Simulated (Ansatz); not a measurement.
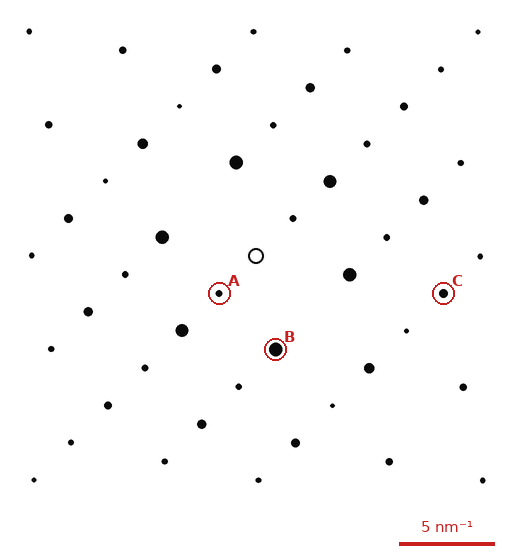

Kinematic zone-axis pattern, calculated for 80 keV electrons with B = 0.5 Å². The zone axis points towards the electron source and the pattern is seen from the source side.

Co, space group Cmcm (No. 63), a = 2.36 Å, b = 7.22 Å, c = 2.38 Å. Structure: the input geometry of an electronic-structure calculation (not necessarily at equilibrium); the starting structure was generated, so it need not be a known form of this composition.

| atom | site | symmetry | x | y | z |
| --- | --- | --- | --- | --- | --- |
| Co | 4c | m2m | 0.5000 | 0.8640 | 0.7500 |

Spot A is indexed 0 -2 0 and spot B 0 -2 -1.

Question: What are the indices of the remaining marked spot?

Answer: C = −4A + 2B = 0 4 -2 (d = 0.992 Å).

Question: Find the zone axis.

Answer: The cross product of A and B is parallel to [100]; every spot obeys hu + kv + lw = 0.

Question: What are the spacings of A and B and the angle between them?

Answer: d(A) = 3.609 Å, d(B) = 1.985 Å, and the angle is 56.6°.
